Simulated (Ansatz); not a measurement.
# Geometry relaxation, with input and output: B16P17 (charge +2) (part 1 of 3)

B16P17 (defect cell, 33 atoms in the cell, total charge +2), computed with DFT PBE, scalar-relativistic, plane waves, PAW, spin-polarised (Ansatz 0.2.0).

The structure derives from a Materials Project entry. It belongs to a series of runs on one base structure; here: P interstitial, charge +2, atoms relaxed at the host's cell.

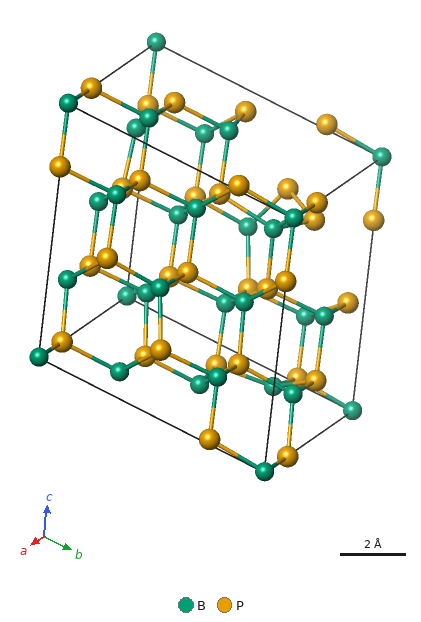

Figure 1. The structure as given in the input (ball-and-stick view of the cell of the calculation, seen slightly off an axis). An atom can appear more than once, as a periodic image. Near neighbours in the periodic cell (some may lie outside the picture): B has 4 P at 1.87 to 2.03 Å; P has 4 B at 1.87 to 2.03 Å; P has 2 B at 1.87 to 1.90 Å and 1 P at 1.98 Å.

The input:
```yaml
crystal:
  lattice:
    - [-4.5481928018, -4.5481928018, -4.5481928018]
    - [-4.5481928018, 4.5481928018, 4.5481928018]
    - [4.5481928018, 4.5481928018, -4.5481928018]
  atoms:
    - { symbol: B, position: [0.493545899, 0.2498261787, 0.2460750112], spin: 0.091 }
    - { symbol: B, position: [0.2551992875, 0.2636337525, 0.5029987852] }
    - { symbol: B, position: [0.0054334802, 0.2502980305, 0.7570149281] }
    - { symbol: B, position: [0.5534060091, 0.7698290255, 0.7491357606], spin: 0.091 }
    - { symbol: B, position: [0.5102283029, 0.5215577759, 0.0123235487] }
    - { symbol: B, position: [0.2614430957, 0.5066465857, 0.2662670467] }
    - { symbol: B, position: [-0.0349390315, 0.4628241545, 0.4760884952] }
    - { symbol: B, position: [0.7517673942, 0.5044582344, 0.7571908208] }
    - { symbol: B, position: [0.7645762509, 0.2667040718, 1.008911913], spin: 0.091 }
    - { symbol: B, position: [0.511188114, 0.010491738, 0.5025637387] }
    - { symbol: B, position: [0.2724670808, 0.0513025033, 0.7530258635], spin: 0.091 }
    - { symbol: B, position: [0.2420687075, 0.7402221121, 0.0392733925], spin: 0.091 }
    - { symbol: B, position: [1.0064020062, 0.7609910474, 0.2689060277] }
    - { symbol: B, position: [0.7633847597, 0.7539835472, 0.5032438406] }
    - { symbol: B, position: [0.0212299717, 0.0090120703, 0.0121526811] }
    - { symbol: B, position: [0.7527997314, -0.0003481869, 0.2488074281], spin: 0.091 }
    - { symbol: P, position: [0.5046826869, 0.0039071397, 0.2442119893], spin: 0.091 }
    - { symbol: P, position: [0.2622501809, 0.0192306959, 0.4991211092] }
    - { symbol: P, position: [0.0133139023, 0.0022807248, 0.7569723192] }
    - { symbol: P, position: [0.5041338186, 0.5111736942, 0.756943585] }
    - { symbol: P, position: [0.5252343557, 0.2851458923, 0.0202897373], spin: 0.091 }
    - { symbol: P, position: [0.2584038047, 0.2580394683, 0.2575188069] }
    - { symbol: P, position: [-0.0023083713, 0.2393246082, 0.499619797] }
    - { symbol: P, position: [0.7583064261, 0.2571453365, 0.7564944229] }
    - { symbol: P, position: [0.780803363, 0.0169990685, 0.0174179812], spin: 0.091 }
    - { symbol: P, position: [0.5189004924, 0.7609113156, 0.4993861695] }
    - { symbol: P, position: [0.1344801878, 0.6693331455, 0.7597734705], spin: 0.091 }
    - { symbol: P, position: [0.2543547489, 0.4957097785, 0.0148457227] }
    - { symbol: P, position: [0.0124587215, 0.5116953323, 0.264607709] }
    - { symbol: P, position: [0.7365530463, 0.4936852682, 0.4955511989] }
    - { symbol: P, position: [-0.0028795959, 0.7545907162, 0.018855435] }
    - { symbol: P, position: [0.7583323618, 0.7594130494, 0.2588466308] }
    - { symbol: P, position: [0.3850287254, -0.1201331284, -0.2076573727], spin: 0.091 }
  host:
    lattice:
      - [0.0, 2.2740964009, 2.2740964009]
      - [2.2740964009, 0.0, 2.2740964009]
      - [2.2740964009, 2.2740964009, 0.0]
    atoms:
      - { symbol: B, position: [0.0, 0.0, 0.0] }
      - { symbol: P, position: [0.25, 0.25, 0.25] }
total_charge: 2
basis:
  ecutwfc: 420
  xc_grid: 2
kpoints:
  mp_grid: { grid: [2, 2, 2], shift: [0.5, 0.5, 0.5] }
hamiltonian:
  xc: pbe
scf:
  occupations: { method: gaussian, width: 0.01 }
output:
  forces: true
  stress: false
  eigenvalues: true
  populations: true
  charged_corrections:
    defect_position: [0.5, 0.0, 0.0]
    epsilon: [[9.2563, 0.0, 0.0], [0.0, 9.2563, 0.0], [0.0, 0.0, 9.2563]]
  write_density: true
  write_potential: true
  elf: true
  volumetric_format: npy
magnetization:
  spin_polarized: true
relax:
  adjacent_minimum: "off"
  f_tol: 0.025
  max_steps: 45
```

Run as:
```bash
ansatz run input.yaml --threads 4 --pin off --max-ram 10240MiB --backend cpu --events-out ev --progress --plain --runs-dir out
```

Output:
```
Engine: ansatz 0.2.0, x86_64-unknown-linux-gnu
Pseudopotentials: kind: paw
Pseudopotential: B, paw, valence charge 3, recommended cutoff 420 eV (normal), B.paw.azcp
Pseudopotential: P, paw, valence charge 5, recommended cutoff 420 eV (normal), P.paw.azcp
Functional definition: PBE
  parameter kappa = 0.804
  parameter beta = 0.06672455060314922
  exchange = pbe_x(kappa = kappa, mu = beta*pi^2/3)
  correlation = pbe_c(beta = beta)
Crystal: 33 atoms, lattice volume = 376.337 Å³
Basis set: ecut = 420 eV, 7395 PW (Γ), exchange–correlation on 108×108×108 points (8 copies of the dense FFT grid, shifted against one another)
Bands: 100, of which v1, the nominal top of the filled ones, is band 66 counted from 1 (65 counted from 0)
Symmetry: 1 space group operations
Space group: P1 (ITA 1), of the structure as read, at distance tolerance 7.2e-5 Å
Magnetic group: BNS 1.1 (UNI 1), of the structure as read, at distance tolerance 7.2e-5 Å
k-points: 4 of 8 (time reversal used)
Non-local potential: B, projectors of the file, l = 0: 2, l = 1: 2, l = 2: 1
Non-local potential: P, projectors of the file, l = 0: 2, l = 1: 2, l = 2: 2
PAW form: soft (Blöchl's): semilocal exchange-correlation on the pseudo side does not see the compensation charge
PAW one-centre angular grid: B, 110 points (default); XC on 64 Gauss nodes
PAW one-centre angular grid: P, 110 points (default); XC on 64 Gauss nodes
Initial density: superposition of atomic densities (chi_scale 0.1, normalization cell)
Starting moments: Σ|m| = 1.001 μB on 11 of 33 sites
Initial wavefunctions: pseudopotential atomic-orbital guess
Functional: x = pbe(κ = 0.804, μ = 0.2195149727645171), c = pbe(β = 0.06672455060314922)
SCF iter   1: F=—  HF=-15379.262872 eV  |F-HF|=—  |Δ(HF+E_count)|=         —  Δρ=4.76e-2 (↑4.66e-2 ↓4.76e-2)  dr2=3.82e1  dr2_m=1.50e-2  M=0.500 μB ∫|m|=0.522 μB  β_m=0.30  ethr=3.10e-3  ⟨swp⟩=7.0  Hψ=4038  notcnv=0  defer=113
preconditioner: auto → Resta (q_TF=auto, 2.288 Å⁻¹)  ε∞=5.0  [insulator: Δε(μ)=0.064 eV  Ē_g=10.951 eV  σ=0.010 eV  W_gap=1.00  n_scr=78 (ndim 8)  ℏωp=21.9 eV  f_vac=0.000  D(μ)=0.00/eV (n_scr^D=0)  ε∞_Penn≈5.0]
spin=Collinear: Resta preconditioning applied to the charge; magnetization (m = ρ↑ − ρ↓) channel mixes plain (no charge-response kernel on spin).
SCF iter   2: F=—  HF=-15371.768568 eV  |F-HF|=—  |Δ(HF+E_count)|=    7.49e0  Δρ=3.13e-2 (↑3.06e-2 ↓3.13e-2)  dr2=1.54e1  dr2_m=8.00e-3  M=0.500 μB ∫|m|=0.518 μB  β_m=0.30  ethr=3.10e-3  ⟨swp⟩=2.9  Hψ=1371  notcnv=0  defer=232
SCF iter   3: F=—  HF=-15367.189366 eV  |F-HF|=—  |Δ(HF+E_count)|=    4.58e0  Δρ=9.10e-3 (↑8.86e-3 ↓9.10e-3)  dr2=1.29e0  dr2_m=3.73e-3  M=0.360 μB ∫|m|=0.383 μB  β_m=0.30  ethr=3.10e-3  ⟨swp⟩=3.0  Hψ=1174  notcnv=0  defer=232
SCF iter   4: F=—  HF=-15366.902901 eV  |F-HF|=—  |Δ(HF+E_count)|=   2.86e-1  Δρ=2.05e-3 (↑2.05e-3 ↓2.05e-3)  dr2=5.45e-2  dr2_m=2.08e-3  M=0.337 μB ∫|m|=0.360 μB  β_m=0.30  ethr=9.87e-4  ⟨swp⟩=3.8  Hψ=1407  notcnv=0  defer=234
SCF iter   5: F=—  HF=-15366.916699 eV  |F-HF|=—  |Δ(HF+E_count)|=   1.38e-2  Δρ=1.45e-3 (↑1.45e-3 ↓1.41e-3)  dr2=1.96e-2  dr2_m=1.12e-3  M=0.352 μB ∫|m|=0.372 μB  β_m=0.30  ethr=4.16e-5  ⟨swp⟩=2.4  Hψ=796  notcnv=0  defer=234
SCF iter   6: F=—  HF=-15366.930556 eV  |F-HF|=—  |Δ(HF+E_count)|=   1.39e-2  Δρ=6.89e-4 (↑6.89e-4 ↓6.62e-4)  dr2=2.45e-3  dr2_m=6.65e-4  M=0.381 μB ∫|m|=0.398 μB  β_m=0.30  ethr=1.50e-5  ⟨swp⟩=3.0  Hψ=1048  notcnv=0  defer=234
SCF iter   7: F=—  HF=-15366.933665 eV  |F-HF|=—  |Δ(HF+E_count)|=   3.11e-3  Δρ=4.18e-4 (↑3.85e-4 ↓4.18e-4)  dr2=1.86e-4  dr2_m=5.06e-4  M=0.416 μB ∫|m|=0.432 μB  β_m=0.30  ethr=1.87e-6  ⟨swp⟩=2.0  Hψ=1278  notcnv=0  defer=234
SCF iter   8: F=—  HF=-15366.934302 eV  |F-HF|=—  |Δ(HF+E_count)|=   6.37e-4  Δρ=4.00e-4 (↑3.87e-4 ↓4.00e-4)  dr2=1.04e-4  dr2_m=5.06e-4  M=0.455 μB ∫|m|=0.470 μB  β_m=0.30  ethr=1.42e-7  ⟨swp⟩=2.5  Hψ=1095  notcnv=0  defer=234
SCF iter   9: F=—  HF=-15366.934859 eV  |F-HF|=—  |Δ(HF+E_count)|=   5.57e-4  Δρ=3.95e-4 (↑3.87e-4 ↓3.95e-4)  dr2=1.38e-4  dr2_m=4.93e-4  M=0.483 μB ∫|m|=0.500 μB  β_m=0.30  ethr=7.94e-8  ⟨swp⟩=2.5  Hψ=1095  notcnv=0  defer=234
SCF iter  10: F=—  HF=-15366.935419 eV  |F-HF|=—  |Δ(HF+E_count)|=   5.60e-4  Δρ=3.69e-4 (↑3.57e-4 ↓3.69e-4)  dr2=3.00e-4  dr2_m=3.90e-4  M=0.496 μB ∫|m|=0.514 μB  β_m=0.30  ethr=7.94e-8  ⟨swp⟩=2.4  Hψ=1119  notcnv=0  defer=234
SCF iter  11: F=—  HF=-15366.935784 eV  |F-HF|=—  |Δ(HF+E_count)|=   3.64e-4  Δρ=2.86e-4 (↑2.77e-4 ↓2.86e-4)  dr2=1.27e-4  dr2_m=2.54e-4  M=0.498 μB ∫|m|=0.518 μB  β_m=0.30  ethr=7.94e-8  ⟨swp⟩=2.8  Hψ=1103  notcnv=0  defer=234
Mixer restart at iter 11: flushing history
spin-set hold released at iteration 11 (site moments contracting): the magnetisation degrees of freedom join the quasi-Newton model from the next iteration; the mixer history was flushed
SCF iter  12: F=—  HF=-15366.936027 eV  |F-HF|=—  |Δ(HF+E_count)|=   2.44e-4  Δρ=2.30e-4 (↑2.22e-4 ↓2.30e-4)  dr2=4.57e-5  dr2_m=1.68e-4  M=0.499 μB ∫|m|=0.522 μB  β_m=0.65  ethr=7.94e-8  ⟨swp⟩=2.0  Hψ=1091  notcnv=0  defer=234
SCF iter  13: F=—  HF=-15366.936494 eV  |F-HF|=—  |Δ(HF+E_count)|=   4.67e-4  Δρ=4.52e-5 (↑4.00e-5 ↓4.52e-5)  dr2=3.14e-6  dr2_m=6.04e-6  M=0.500 μB ∫|m|=0.530 μB  β_m=0.72  ethr=1.19e-8  ⟨swp⟩=22.4  Hψ=9459  notcnv=0
SCF iter  14: F=—  HF=-15366.936511 eV  |F-HF|=—  |Δ(HF+E_count)|=   1.74e-5  Δρ=2.79e-5 (↑2.79e-5 ↓1.17e-5)  dr2=5.57e-6  dr2_m=1.09e-6  M=0.500 μB ∫|m|=0.531 μB  β_m=0.71  ethr=2.40e-9  ⟨swp⟩=14.1  Hψ=6488  notcnv=0
SCF iter  15: F=—  HF=-15366.936512 eV  |F-HF|=—  |Δ(HF+E_count)|=   7.40e-7  Δρ=1.13e-5 (↑1.13e-5 ↓9.37e-6)  dr2=1.16e-7  dr2_m=3.47e-7  M=0.500 μB ∫|m|=0.532 μB  β_m=0.86  ethr=2.40e-9  ⟨swp⟩=12.1  Hψ=5899  notcnv=0
SCF iter  16: F=—  HF=-15366.936513 eV  |F-HF|=—  |Δ(HF+E_count)|=   1.17e-6  Δρ=1.07e-5 (↑1.07e-5 ↓3.52e-6)  dr2=5.12e-7  dr2_m=1.69e-7  M=0.500 μB ∫|m|=0.532 μB  β_m=0.86  ethr=8.85e-11  ⟨swp⟩=12.0  Hψ=5730  notcnv=0
SCF iter  17: F=—  HF=-15366.936514 eV  |F-HF|=—  |Δ(HF+E_count)|=   5.27e-7  Δρ=5.92e-6 (↑5.92e-6 ↓2.52e-6)  dr2=1.37e-7  dr2_m=5.82e-8  M=0.500 μB ∫|m|=0.532 μB  β_m=0.93  ethr=8.85e-11  ⟨swp⟩=11.5  Hψ=5483  notcnv=0
SCF iter  18: F=-15366.936514 eV  HF=-15366.936514 eV  |F-HF|=1.84e-9  |Δ(HF+E_count)|=   2.86e-7  Δρ=1.28e-6 (↑1.28e-6 ↓7.17e-7)  dr2=8.41e-9  dr2_m=2.94e-9  M=0.500 μB ∫|m|=0.532 μB  ethr=8.85e-11  ⟨swp⟩=11.6  Hψ=5762  notcnv=0
SCF 1 converged in 18 iterations: F = -15366.936514 eV  dr2 = 8.41e-9
  greatest PAW one-centre occupation: 0.806 electrons in one spin orbital (limit 2), on the P atom at site 32 (counted from 0), in its partial waves of l = 0
relax step   1: F+E_penalty+E_count = -15366.93651420 eV  Δ(F+E_penalty+E_count) = +0.000e0 eV  max|allowed force component| = 9.647e-1 eV/Å  Δτ_max = 0.0000 Å  (18 SCF iters, dr2 threshold 1.56e-5 eV, accepted)
Initial density: handed on by an earlier stage of this run
Starting moments: Σ|m| = 1.001 μB on 11 of 33 sites; this step starts from the density that it was given
Initial wavefunctions: those handed on with the density
iter 1 solved again at ethr=1.79e-5 eV; its pass at ethr=3.10e-3 eV (dr2=2.34e-2 eV) is discarded
SCF iter   1: F=—  HF=-15367.080438 eV  |F-HF|=—  |Δ(HF+E_count)|=         —  Δρ=1.43e-3 (↑1.39e-3 ↓1.43e-3)  dr2=2.52e-2  dr2_m=1.10e-4  M=0.500 μB ∫|m|=0.531 μB  β_m=0.30  ethr=1.79e-5  ⟨swp⟩=2.9  Hψ=2581  notcnv=0  defer=234
preconditioner: auto → Resta (q_TF=auto, 2.288 Å⁻¹)  ε∞=5.2  [insulator: Δε(μ)=0.083 eV  Ē_g=10.739 eV  σ=0.010 eV  W_gap=1.00  n_scr=78 (ndim 8)  ℏωp=21.9 eV  f_vac=0.000  D(μ)=0.00/eV (n_scr^D=0)  ε∞_Penn≈5.2]
spin=Collinear: Resta preconditioning applied to the charge; magnetization (m = ρ↑ − ρ↓) channel mixes plain (no charge-response kernel on spin).
SCF iter   2: F=—  HF=-15367.077103 eV  |F-HF|=—  |Δ(HF+E_count)|=   3.33e-3  Δρ=1.01e-3 (↑9.67e-4 ↓1.01e-3)  dr2=1.06e-2  dr2_m=5.51e-5  M=0.500 μB ∫|m|=0.531 μB  β_m=0.59  ethr=1.79e-5  ⟨swp⟩=1.5  Hψ=574  notcnv=0  defer=234
SCF iter   3: F=—  HF=-15367.074806 eV  |F-HF|=—  |Δ(HF+E_count)|=   2.30e-3  Δρ=2.17e-4 (↑2.17e-4 ↓1.81e-4)  dr2=6.17e-4  dr2_m=1.37e-5  M=0.500 μB ∫|m|=0.531 μB  β_m=0.60  ethr=8.13e-6  ⟨swp⟩=2.9  Hψ=1037  notcnv=0  defer=234
iter 4 did not close the SCF: its close was put off for a magnetic moment that had not settled (scf_convergence_deferred on its scf_iter line)
SCF iter   4: F=-15367.074746 eV  HF=-15367.074752 eV  |F-HF|=6.46e-6  |Δ(HF+E_count)|=   5.34e-5  Δρ=5.52e-5 (↑4.66e-5 ↓5.52e-5)  dr2=3.35e-5  dr2_m=8.70e-7  M=0.500 μB ∫|m|=0.531 μB  β_m=0.63  ethr=4.44e-8  ⟨swp⟩=19.9  Hψ=8434  notcnv=0
iter 5 did not close the SCF: its close was put off for a magnetic moment that had not settled (scf_convergence_deferred on its scf_iter line)
SCF iter   5: F=-15367.074759 eV  HF=-15367.074758 eV  |F-HF|=9.91e-7  |Δ(HF+E_count)|=   5.48e-6  Δρ=2.94e-5 (↑2.94e-5 ↓2.00e-5)  dr2=5.27e-6  dr2_m=1.02e-6  M=0.500 μB ∫|m|=0.531 μB  β_m=0.77  ethr=2.56e-8  ⟨swp⟩=10.5  Hψ=5849  notcnv=0
iter 6 did not close the SCF: its close was put off for a magnetic moment that had not settled (scf_convergence_deferred on its scf_iter line)
SCF iter   6: F=-15367.074762 eV  HF=-15367.074761 eV  |F-HF|=2.13e-7  |Δ(HF+E_count)|=   3.70e-6  Δρ=1.63e-5 (↑1.63e-5 ↓7.80e-6)  dr2=1.01e-6  dr2_m=4.38e-7  M=0.500 μB ∫|m|=0.531 μB  β_m=0.89  ethr=4.03e-9  ⟨swp⟩=9.6  Hψ=5504  notcnv=0
iter 7 did not close the SCF: its close was put off for a magnetic moment that had not settled (scf_convergence_deferred on its scf_iter line)
SCF iter   7: F=-15367.074763 eV  HF=-15367.074763 eV  |F-HF|=9.14e-8  |Δ(HF+E_count)|=   1.45e-6  Δρ=1.06e-5 (↑1.06e-5 ↓3.89e-6)  dr2=4.87e-7  dr2_m=1.73e-7  M=0.500 μB ∫|m|=0.531 μB  β_m=0.94  ethr=7.73e-10  ⟨swp⟩=9.1  Hψ=5258  notcnv=0
SCF iter   8: F=-15367.074763 eV  HF=-15367.074763 eV  |F-HF|=1.91e-8  |Δ(HF+E_count)|=   6.17e-7  Δρ=4.53e-6 (↑4.53e-6 ↓1.72e-6)  dr2=9.68e-8  dr2_m=3.07e-8  M=0.500 μB ∫|m|=0.531 μB  ethr=3.72e-10  ⟨swp⟩=8.9  Hψ=5300  notcnv=0
SCF 2 converged in 8 iterations: F = -15367.074763 eV  dr2 = 9.68e-8
[... from here on the iterations of each SCF are left out, up to the last one ...]
relax step   2: F+E_penalty+E_count = -15367.07476343 eV  Δ(F+E_penalty+E_count) = -1.382e-1 eV  max|allowed force component| = 5.966e-1 eV/Å  Δτ_max = 0.0491 Å  (8 SCF iters, dr2 threshold 5.82e-5 eV, accepted)
preconditioner: auto → Resta (q_TF=auto, 2.288 Å⁻¹)  ε∞=5.2  [insulator: Δε(μ)=0.070 eV  Ē_g=10.734 eV  σ=0.010 eV  W_gap=1.00  n_scr=78 (ndim 8)  ℏωp=21.9 eV  f_vac=0.000  D(μ)=0.00/eV (n_scr^D=0)  ε∞_Penn≈5.2]
spin=Collinear: Resta preconditioning applied to the charge; magnetization (m = ρ↑ − ρ↓) channel mixes plain (no charge-response kernel on spin).
WARN: the starting moments were not kept: the SCF closed with an absolute magnetisation of 5.4e-4 μB, where they sum to 1.001 μB in size (11 sites). That is at most 0.1 of that sum. Measured as dr2_m measures the in/out step, that magnetisation stands 2.0e-8 eV from none, at or under the dr2_threshold of 2.2e-5 eV: it is no larger than a step whose dr2_m would equal this threshold. The system may hold no moment; this SCF shows only that its start led to no more than that. This SCF took its magnetisation from the state that an earlier stage of the run handed on, and the starting moments (crystal.atoms[].spin, magnetization.per_species, magnetization.initial_magnetization, or on a non-collinear deck that types none of these the spinor_matrix: blocks that start its atoms; where the total moment is fixed, keep their sum and leave initial_magnetization as it is) reach it only through that state. Under a hybrid functional, moments that its semilocal warm-up loses can be held through it (magnetization.spin_locking: {lock_spins: true, release_at_the_exchange_loop: true}, refused in a deck that types no crystal.atoms[].spin or magnetization.per_species, and beside md: or magnetic_configurations:, beside output.atomic_orbital_hamiltonian at one k-point under exchange of full range, and beside output.current_voltage). To try another start, change the starting moments or, where the run itself opened from a saved state (the deck's checkpoint.read, a session's seed or a resume), run it without that state.
SCF 3 converged in 9 iterations: F = -15367.195657 eV  dr2 = 1.13e-8
relax step   3: F+E_penalty+E_count = -15367.19565727 eV  Δ(F+E_penalty+E_count) = -1.209e-1 eV  max|allowed force component| = 1.185e-1 eV/Å  Δτ_max = 0.1902 Å  (9 SCF iters, dr2 threshold 2.22e-5 eV, accepted)
preconditioner: auto → Resta (q_TF=auto, 2.288 Å⁻¹)  ε∞=5.2  [insulator: Δε(μ)=0.275 eV  Ē_g=10.736 eV  σ=0.010 eV  W_gap=1.00  n_scr=78 (ndim 8)  ℏωp=21.9 eV  f_vac=0.000  D(μ)=0.00/eV (n_scr^D=0)  ε∞_Penn≈5.2]
spin=Collinear: Resta preconditioning applied to the charge; magnetization (m = ρ↑ − ρ↓) channel mixes plain (no charge-response kernel on spin).
the starting moments were not kept: the SCF closed with an absolute magnetisation of 8.0e-5 μB, where they sum to 1.001 μB in size (11 sites). That is at most 0.1 of that sum. Measured as dr2_m measures the in/out step, that magnetisation stands 4.4e-10 eV from none, at or under the dr2_threshold of 8.8e-7 eV: it is no larger than a step whose dr2_m would equal this threshold.
SCF 4 converged in 6 iterations: F = -15367.203907 eV  dr2 = 4.00e-8
relax step   4: F+E_penalty+E_count = -15367.20390727 eV  Δ(F+E_penalty+E_count) = -8.250e-3 eV  max|allowed force component| = 1.343e-2 eV/Å  Δτ_max = 0.0378 Å  (6 SCF iters, dr2 threshold 8.77e-7 eV, accepted)
iter 1 solved again at ethr=3.05e-11 eV; its pass at ethr=3.10e-3 eV (dr2=4.00e-8 eV) is discarded
SCF iter   1: F=—  HF=-15367.203907 eV  |F-HF|=—  |Δ(HF+E_count)|=         —  Δρ=1.64e-6 (↑1.57e-6 ↓1.64e-6)  dr2=4.00e-8  dr2_m=3.93e-10  M=0.000 μB ∫|m|=0.000 μB  β_m=0.30  ethr=3.05e-11  ⟨swp⟩=1.0  Hψ=1904  notcnv=0
preconditioner: auto → Resta (q_TF=auto, 2.288 Å⁻¹)  ε∞=5.2  [insulator: Δε(μ)=0.278 eV  Ē_g=10.734 eV  σ=0.010 eV  W_gap=1.00  n_scr=78 (ndim 8)  ℏωp=21.9 eV  f_vac=0.000  D(μ)=0.00/eV (n_scr^D=0)  ε∞_Penn≈5.2]
spin=Collinear: Resta preconditioning applied to the charge; magnetization (m = ρ↑ − ρ↓) channel mixes plain (no charge-response kernel on spin).
iter 2 did not close the SCF: its close was put off for a magnetic moment that had not settled (scf_convergence_deferred on its scf_iter line)
SCF iter   2: F=-15367.203907 eV  HF=-15367.203907 eV  |F-HF|=1.21e-8  |Δ(HF+E_count)|=   7.76e-9  Δρ=1.23e-6 (↑1.20e-6 ↓1.23e-6)  dr2=1.93e-8  dr2_m=2.74e-10  M=0.000 μB ∫|m|=0.000 μB  β_m=0.65  ethr=3.05e-11  ⟨swp⟩=7.8  Hψ=3543  notcnv=0
SCF iter   3: F=-15367.203907 eV  HF=-15367.203907 eV  |F-HF|=1.03e-9  |Δ(HF+E_count)|=   1.57e-8  Δρ=3.56e-7 (↑3.08e-7 ↓3.56e-7)  dr2=1.66e-9  dr2_m=5.15e-11  M=0.000 μB ∫|m|=0.000 μB  ethr=1.47e-11  ⟨swp⟩=6.0  Hψ=3806  notcnv=0
the starting moments were not kept: the SCF closed with an absolute magnetisation of 3.6e-5 μB, where they sum to 1.001 μB in size (11 sites). That is at most 0.1 of that sum. Measured as dr2_m measures the in/out step, that magnetisation stands 9.4e-11 eV from none, at or under the dr2_threshold of 1.0e-7 eV: it is no larger than a step whose dr2_m would equal this threshold.
SCF 5 converged in 3 iterations: F = -15367.203907 eV  dr2 = 1.66e-9
relax step   5: F+E_penalty+E_count = -15367.20390729 eV  Δ(F+E_penalty+E_count) = -1.424e-8 eV  max|allowed force component| = 1.343e-2 eV/Å  Δτ_max = 0.0000 Å  (3 SCF iters, accepted)
```
